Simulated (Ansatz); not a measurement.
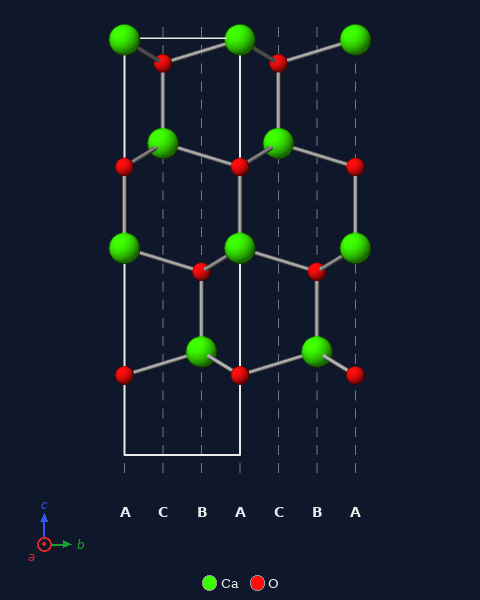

Projection along an edge of the hexagonal mesh, stacking direction c upwards. The dashed lines mark the three columns A (0, 0), B (1/3, 2/3) and C (2/3, 1/3). The sequence starts with the first layer at or above the cell's origin.

CaO (space group P6_3mc, No. 186). Coordinates: coordinates from a relaxation with DFT, r2SCAN+rVV10, plane waves, PAW (Ansatz 0.2.0); the starting structure was generated, so it need not be a known form of this composition.

Give the sequence of layers in one repeat, with element and column.

O(A) – Ca(B) – O(B) – Ca(A) – O(A) – Ca(C) – O(C) – Ca(A) (eight layers in 11.64 Å).

How are the O layers alone stacked?

O layers alone: ABAC, a mixed type, (ch) in Jagodzinski's notation.

Which positions between or in the O layers do the other atoms fill?

Ca: four tetrahedral sites (per hexagonal cell).

What short polytype symbol fits?

Polytype symbol 4H, the symbol of a tetrahedral polytype (number of double layers in the repeat and lattice).
